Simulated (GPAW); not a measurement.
# Anisotropy of zigzag Co chain, bond 2.185 A

One collinear state of zigzag Co chain, bond 2.185 A is converged, and its anisotropy computed from it.

Program: GPAW 26.7.0. Level of theory: PBE; plane waves with GPAW's PAW setups, scalar-relativistic. Results are calculated unless marked as measured.

## Step 1: Set-up

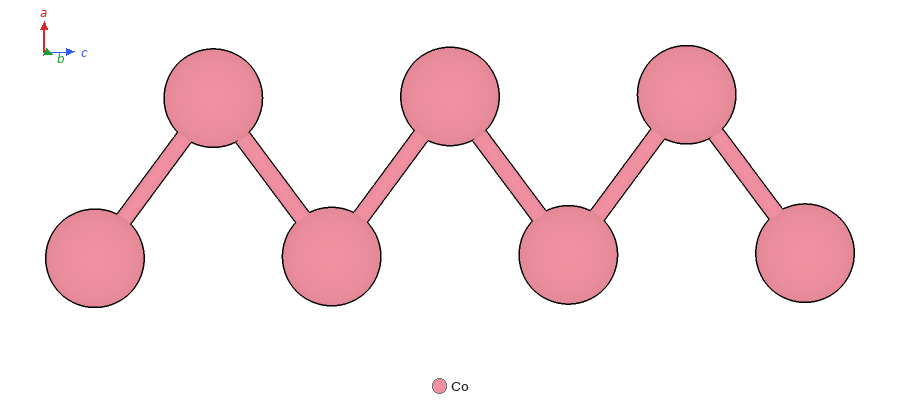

Start, viewed from the side, with the c axis across the page; cobalt pink. 1×1×3 cells are drawn. Some periodic images of atoms are drawn too.

The cell holds 2 atoms: 2 Co. Cell: a = 12.000 Å, b = 12.000 Å, c = 2.622 Å, α = 90.0°, β = 90.0°, γ = 90.0°. model lattice. Vacuum lies along a and b. The structure's axis is c.

As a file:

```cif
data_structure
_symmetry_space_group_name_H-M 'P 1'
_symmetry_Int_Tables_number 1
_cell_length_a 12.0000
_cell_length_b 12.0000
_cell_length_c 2.6220
_cell_angle_alpha 90.000
_cell_angle_beta 90.000
_cell_angle_gamma 90.000
_cell_volume 377.57
loop_
_atom_site_label
_atom_site_type_symbol
_atom_site_fract_x
_atom_site_fract_y
_atom_site_fract_z
_atom_site_occupancy
Co1 Co 0.42717 0.50000 0.00000 1
Co2 Co 0.57283 0.50000 0.50000 1
```

## Step 2: Self-consistent state

All later steps read the density of this run.

File order1.py:

```python
import json
import numpy as np
from ase import Atoms
from ase.parallel import paropen, parprint
from gpaw import GPAW

atoms = Atoms(['Co', 'Co'],
    cell=[[12.0, 0.0, 0.0],
         [0.0, 12.0, 0.0],
         [0.0, 0.0, 2.622]],
    scaled_positions=[[0.42716667, 0.5, 0.0],
         [0.57283333, 0.5, 0.5]],
    pbc=True,
    magmoms=[2.0, 2.0])
atoms.calc = GPAW(mode={'name': 'pw', 'ecut': 550},
    xc='PBE',
    kpts={'size': (1, 1, 10), 'gamma': True},
    occupations={'name': 'fermi-dirac', 'width': 0.1},
    convergence={'density': 1e-05, 'energy': 1e-05},
    maxiter=200,
    txt='order1.txt')
e = atoms.get_potential_energy(force_consistent=True)
res = {'free_energy': e, 'energy_sigma0': atoms.get_potential_energy(), 'fermi_energy': atoms.calc.get_fermi_level()}
res['moments'] = atoms.get_magnetic_moments().tolist()
res['total'] = atoms.get_magnetic_moment()
parprint('site moments (muB):', np.round(res['moments'], 3))
parprint(f"total moment: {res['total']:.3f} muB")
parprint(f'free energy: {e:.6f} eV')
atoms.calc.write('order1.gpw')
with paropen('results.json', 'w') as f:
    json.dump(res, f)
```

Launch:

```sh
$ OMP_NUM_THREADS=1 python3 order1.py > order1.log
```

Log:

```text
site moments (muB): [2.027 2.027]
total moment: 4.467 muB
free energy: -11.702536 eV

--- order1.txt ---
Input parameters:
  mode=PW(ecut=550),
  convergence={'density': 1e-05, 'energy': 1e-05},
  kpts=MonkhorstPack(size=(1, 1, 10), gamma=True),
  maxiter=200,
  occupations=Occupations(name='fermi-dirac', width=0.1),
  xc=XC(name='PBE')

Diagonalizing LCAO Hamiltonian
Converting LCAO to pw mode
        .----------------------------.
       /|                            |
      / |                            |
     /  .----------------------------.
    /  /                            /
   /  /              Co            /
  /  /                            /
 *  /            Co              /
 | /                            /
 |/                            /
 *----------------------------*

Atoms  # Å, Bohr magnetons
|   | symbol |        x |        y |        z |    initial magnetic moments |
|---|--------|----------|----------|----------|-----------------------------|
| 0 |     Co | 5.126000 | 6.000000 | 0.000000 | ( 0.0000,  0.0000,  2.0000) |
| 1 |     Co | 6.874000 | 6.000000 | 1.311000 | ( 0.0000,  0.0000,  2.0000) |

Unit cell  # Å
| periodic |         x |         y |        z |   lengths |    angles |
|----------|-----------|-----------|----------|-----------|-----------|
|      yes | 12.000000 |  0.000000 | 0.000000 | 12.000000 | 90.000000 |
|      yes |  0.000000 | 12.000000 | 0.000000 | 12.000000 | 90.000000 |
|      yes |  0.000000 |  0.000000 | 2.622000 |  2.622000 | 90.000000 |

Number of symmetries: 4

BZ-sampling:
  Number of BZ points: 10
  Number of IBZ points: 6

  Monkhorst-Pack size: [1, 1, 10]
  Monkhorst-Pack shift: [0.0, 0.0, 0.05]

Plane wave coefficients: 11106
Cutoff: 550.0 eV

Spin-components: 2 (collinear spins)
Bands:           18
Projectors:      12
Spin-degeneracy: 1
Datatype:        complex128

Parallelization:
  kpt:    1
  domain: 1
  band:   1

Density:
  Valence electrons: 18.0
  Components: 2
  Grid points: [70 70 15]
  Charge: 0.0  # |e|

Potential:
  Grid points: [70 70 15]

[... setups left out ...]
Reference energy: -75805.419811  # eV

eigensolver:
  PPCG
  Converge bands: occupied
  niter=2

density mixing:
  MSR1-Mixer
  Pratt-step length: 0.05
  Maximum mixing coefficient: 0.75
  Old densities: 10
  SVD Regularization: 0.005
  Good broyden scale: 1.0
  Trust region scale: 1.0
  Backstep threshold: 4.0
  History deletion threshold: 6.0
  Fourier metric: weight=20.0, sigma=0.015

occupation numbers:
  Fermi-Dirac:
    width: 0.1000  # eV

poisson solver:
  ecut: 4400.0  # eV

xc functional:
  name: PBE with 2 nearest neighbor stencil

convergence criteria:
- Maximum integral of absolute [dens]ity change: 1e-05 electrons / valence electron
- Maximum [total energy] change in last 3 cyles: 1e-05 eV / valence electron
- Maximum integral of absolute [eigenst]ate change: 4e-08 eV^2 / valence electron
maximum number of iterations: 200

SCF iterations
|iter     |      energy | eigst |  dens |  magmom |
|---------|-------------|-------|-------|---------|
|iter:   1|       0s |  -13.842063 | +0.31 |       |  +4.0063|
|iter:   2|       3s |  -13.026354 | -1.10 | -0.70 |  +3.9765|
|iter:   3|       6s |  -11.625862 | -0.21 | -0.77 |  +3.8464|
|iter:   4|       9s |  -11.534000 | -1.08 | -0.99 |  +3.9809|
|iter:   5|      12s |  -11.644035 | -1.48 | -1.25 |  +4.1495|
|iter:   6|      16s |  -11.585628 | -2.03 | -0.99 |  +4.1493|
|iter:   7|      19s |  -11.586236 | -1.80 | -1.24 |  +4.2793|
|iter:   8|      22s |  -11.589406 | -2.41 | -1.62 |  +4.3875|
|iter:   9|      25s |  -11.593699 | -3.44 | -2.06 |  +4.4237|
|iter:  10|      28s |  -11.597099 | -3.65 | -2.31 |  +4.4560|
|iter:  11|      31s |  -11.598620 | -4.22 | -2.46 |  +4.4656|
|iter:  12|      34s |  -11.600674 | -4.10 | -2.70 |  +4.4694|
|iter:  13|      38s |  -11.601049 | -4.77 | -2.90 |  +4.4660|
|iter:  14|      41s |  -11.601406 | -5.40 | -3.50 |  +4.4671|
|iter:  15|      44s |  -11.601422 | -6.25 | -3.84 |  +4.4662|
|iter:  16|      48s |  -11.601449c| -6.94 | -4.08 |  +4.4666|
|iter:  17|      51s |  -11.601444c| -7.44c| -3.95 |  +4.4665|
|iter:  18|      54s |  -11.601455c| -7.72c| -4.29 |  +4.4665|
|iter:  19|      57s |  -11.601471c| -7.66c| -4.67 |  +4.4666|
|iter:  20|      60s |  -11.601460c| -7.82c| -4.93 |  +4.4666|
|iter:  21|      62s |  -11.601462c| -8.50c| -5.24c|  +4.4666|

Converged in 21 steps
Energy contributions relative to reference atoms: (reference = -75805.419811)

Energy contributions:
  Kinetic:          27.847904
  Coulomb:         -22.905695
  Zero:             -0.102946
  External:          0.000000
  Xc:              -16.339650
  Entropy:          -0.202148
  Spinorbit:         0.000000
  ----------------------------
  Free energy:     -11.702536
  Extrapolated:    -11.601462

dipole moment: (-0.000010, -0.000010, -7.017136)  # |e|*Ang

Total magnetic moment: (0.000000, 0.000000, 4.466590)

Local magnetic moments
|        x |        y |        z |
|----------|----------|----------|
| 0.000000 | 0.000000 | 2.027344 |  # Co   0
| 0.000000 | 0.000000 | 2.027342 |  # Co   1

Fermi level: -3.187
Eigenvalues  # (at kpt = [0.000, 0.000, 0.000])
| band index |      eig [eV] | occ [0-1] |      eig [eV] | occ [0-1] |
|------------|---------------|-----------|---------------|-----------|
|          0 |        -8.273 |     1.000 |        -7.806 |     1.000 |
|          1 |        -7.680 |     1.000 |        -6.188 |     1.000 |
|          2 |        -6.586 |     1.000 |        -4.700 |     1.000 |
|          3 |        -6.267 |     1.000 |        -4.507 |     1.000 |
|          4 |        -5.862 |     1.000 |        -4.407 |     1.000 |
|          5 |        -5.323 |     1.000 |        -3.188 |     0.503 |
|          6 |        -5.309 |     1.000 |        -3.139 |     0.383 |
|          7 |        -5.261 |     1.000 |        -3.084 |     0.265 |
|          8 |        -5.019 |     1.000 |        -2.997 |     0.131 |
|          9 |        -4.754 |     1.000 |        -2.938 |     0.077 |
|         10 |        -4.032 |     1.000 |        -2.413 |     0.000 |
|         11 |        -3.939 |     0.999 |        -1.884 |     0.000 |
|         12 |        -2.204 |     0.000 |        -1.851 |     0.000 |
|         13 |        -1.073 |     0.000 |        -0.534 |     0.000 |
|         14 |         0.646 |     0.000 |         0.841 |     0.000 |
|         15 |         0.735 |     0.000 |         1.114 |     0.000 |
|         16 |         1.378 |     0.000 |         1.552 |     0.000 |
|         17 |         1.525 |     0.000 |         1.716 |     0.000 |

No gap
No difference between direct/indirect transitions
```

Run time: 66 s. Hardware: 1 MPI rank of Arm Neoverse V2, shared host; peak memory 0.36 GiB.

Spin moment in the augmentation sphere by atom:

```
atom  spin moment in the augmentation sphere (μB)
 Co1                                         2.03
 Co2                                         2.03
```

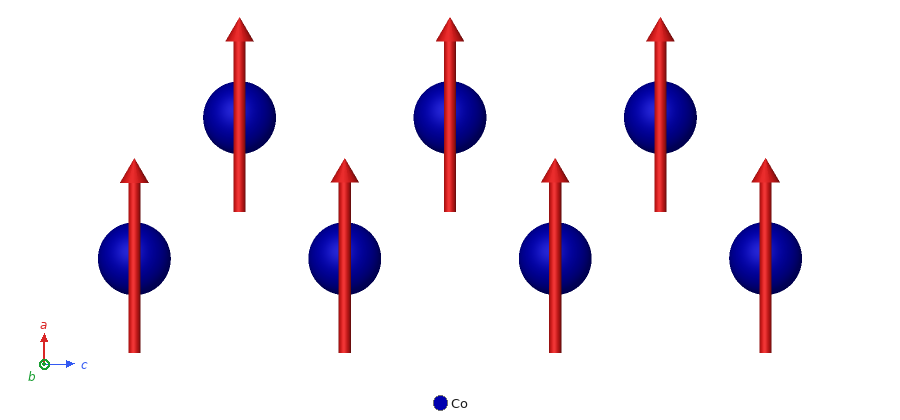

Spin moment in the augmentation sphere as arrows, the longest 2.03 μB. Up and down stand for the sign. Arrows give size and sign along the axis of quantisation, drawn up and down the page. 1×1×3 cells are drawn. Some periodic images of atoms are drawn too.

Read from the output:

| Quantity | Value |
| --- | --- |
| magnetization | 4.467 μB |
| final state | ferromagnetic |

After 21 cycles the largest moment stands at 2.03 μB.

## Step 3: Non-self-consistent run

The steps that follow sum over empty states, which the ground-state run does not converge; 22 states a spin are converged here at the frozen density and written with their wave functions.

It starts from the saved density of the lowest of the states tried.

File nscf.py:

```python
from gpaw import GPAW

calc = GPAW('order1.gpw').fixed_density(
    kpts={'size': (1, 1, 12), 'gamma': True},
    nbands=26,
    convergence={'bands': 22, 'eigenstates': 1e-9},
    parallel={'domain': 1},
    txt='nscf.txt')
calc.write('nscf.gpw', mode='all')
```

Launch:

```sh
$ OMP_NUM_THREADS=1 python3 nscf.py > nscf.log
```

Log:

```text
Input parameters:
  mode=PW(ecut=550),
  convergence={'bands': 22, 'eigenstates': 1e-09},
  gpts=array([70, 70, 15]),
  kpts=MonkhorstPack(size=(1, 1, 12), gamma=True),
  maxiter=200,
  nbands=26,
  occupations=Occupations(name='fermi-dirac', width=0.1),
  parallel={'domain': 1},
  xc=XC(name='PBE')
```

Elapsed: 79 s, on 1 MPI rank; peak memory 0.4 GiB.

## Step 4: Energy against the direction of the moments

Spin–orbit coupling is added in the basis of the saved states for each direction of the moments. The change in the band energy is the anisotropy energy, with no new self-consistent run.

File anisotropy.py:

```python
import json
import numpy as np
from ase.parallel import paropen, parprint
from gpaw import GPAW
from gpaw.spinorbit import soc_eigenstates

calc = GPAW('nscf.gpw')
angles = [[0.0, 0.0], [90.0, 0.0], [90.0, 90.0], [90.0, 45.0], [54.7356, 45.0], [45.0, 0.0]]  # theta, phi in degrees
res = {'rows': []}
for scale in [1.0, 0.5, 2.0]:
    e0 = None
    for theta, phi in angles:
        soc = soc_eigenstates(calc, n2=22, scale=scale, theta=theta, phi=phi)
        e = soc.calculate_band_energy()
        e0 = e if e0 is None else e0
        orbital = soc.get_orbital_magnetic_moments()
        res['rows'].append([scale, theta, phi, 1000 * (e - e0), orbital.tolist()])
        parprint(f'scale {scale} theta {theta:6.1f} phi {phi:6.1f}  dE = {1000 * (e - e0):9.4f} meV  |L| =', np.round(np.linalg.norm(orbital, axis=1), 4))
with paropen('results.json', 'w') as f:
    json.dump(res, f)
```

Launch:

```sh
$ OMP_NUM_THREADS=1 python3 anisotropy.py > anisotropy.log
```

Log:

```text
scale 1.0 theta    0.0 phi    0.0  dE =    0.0000 meV  |L| = [0.1873 0.1873]
scale 1.0 theta   90.0 phi    0.0  dE =   -0.2471 meV  |L| = [0.1954 0.1954]
scale 1.0 theta   90.0 phi   90.0  dE =    3.9871 meV  |L| = [0.108 0.108]
scale 1.0 theta   90.0 phi   45.0  dE =    1.8656 meV  |L| = [0.158 0.158]
scale 1.0 theta   54.7 phi   45.0  dE =    1.2364 meV  |L| = [0.1685 0.1685]
scale 1.0 theta   45.0 phi    0.0  dE =   -0.1390 meV  |L| = [0.1916 0.1916]
scale 0.5 theta    0.0 phi    0.0  dE =    0.0000 meV  |L| = [0.0946 0.0946]
scale 0.5 theta   90.0 phi    0.0  dE =   -0.0668 meV  |L| = [0.0986 0.0986]
scale 0.5 theta   90.0 phi   90.0  dE =    1.0137 meV  |L| = [0.0542 0.0542]
scale 0.5 theta   90.0 phi   45.0  dE =    0.4731 meV  |L| = [0.0796 0.0796]
scale 0.5 theta   54.7 phi   45.0  dE =    0.3149 meV  |L| = [0.0849 0.0849]
scale 0.5 theta   45.0 phi    0.0  dE =   -0.0344 meV  |L| = [0.0966 0.0966]
scale 2.0 theta    0.0 phi    0.0  dE =    0.0000 meV  |L| = [0.3642 0.3642]
scale 2.0 theta   90.0 phi    0.0  dE =   -0.7700 meV  |L| = [0.3799 0.38  ]
scale 2.0 theta   90.0 phi   90.0  dE =   15.1358 meV  |L| = [0.2139 0.2139]
scale 2.0 theta   90.0 phi   45.0  dE =    7.1282 meV  |L| = [0.3093 0.3093]
scale 2.0 theta   54.7 phi   45.0  dE =    4.6518 meV  |L| = [0.3297 0.3297]
scale 2.0 theta   45.0 phi    0.0  dE =   -0.5947 meV  |L| = [0.3738 0.3738]
```

Wall time 1.9 s (1 MPI rank); peak memory 0.2 GiB.

Theta from the Cartesian z axis, phi from x; spin up lies along the direction. Anisotropy, by row:

```
spin-orbit scale  theta (degrees)  phi (degrees)  band energy less that along z (meV a cell)  orbital moment of atom 1 along the direction (μB)  sum of orbital moments along the direction (μB a cell)
               1                0              0                                           0                                             0.1873                                                  0.3746
               1               90              0                                     -0.2471                                             0.1954                                                  0.3907
               1               90             90                                       3.987                                              0.108                                                  0.2159
               1               90             45                                       1.866                                             0.1517                                                  0.3035
               1            54.74             45                                       1.236                                             0.1637                                                  0.3275
               1               45              0                                      -0.139                                             0.1916                                                  0.3832
             0.5                0              0                                           0                                            0.09457                                                  0.1891
             0.5               90              0                                    -0.06683                                            0.09858                                                  0.1972
             0.5               90             90                                       1.014                                             0.0542                                                  0.1084
             0.5               90             45                                      0.4731                                             0.0764                                                  0.1528
             0.5            54.74             45                                      0.3149                                            0.08247                                                  0.1649
             0.5               45              0                                    -0.03443                                             0.0966                                                  0.1932
               2                0              0                                           0                                             0.3642                                                  0.7283
               2               90              0                                       -0.77                                             0.3799                                                  0.7599
               2               90             90                                       15.14                                             0.2139                                                  0.4277
               2               90             45                                       7.128                                             0.2974                                                  0.5948
               2            54.74             45                                       4.652                                             0.3206                                                  0.6411
               2               45              0                                     -0.5947                                             0.3737                                                  0.7474
```

## Step 5: Summary of results

| Quantity | Value |
| --- | --- |
| state | ferromagnetic |
| largest site moment | 2.03 μB |
| spread of the directions' energies | 4.23 meV a cell |
| easiest direction tried | theta 90°, phi 0° |

What this shows: About the ferromagnetic state the directions differ by 4.23 meV a cell, with theta 90°, phi 0° easiest. The anisotropy comes from the force theorem at a frozen potential; it needs a check on a finer mesh, and shape anisotropy is not in it. Doubling the coupling multiplies the difference between the first two directions by 3.1; second-order perturbation theory gives 4.

[Logs and program files are shortened in this print: banners, set-up blocks, solver, clock and traceback lines can be left out without a mark of their own.]

[Logs are printed without paths, hosts, clocks, repeated set-up lines and the standing remarks that a program may print on its own settings, such as how far it seeks lower states.]

[Hosts, paths, dates, database ids (printed as entryN), source tags and the programs' standing remarks are cut or masked in the printed files.]

[Where a cell is said to come from a database of computed structures, the database is the Materials Project.]
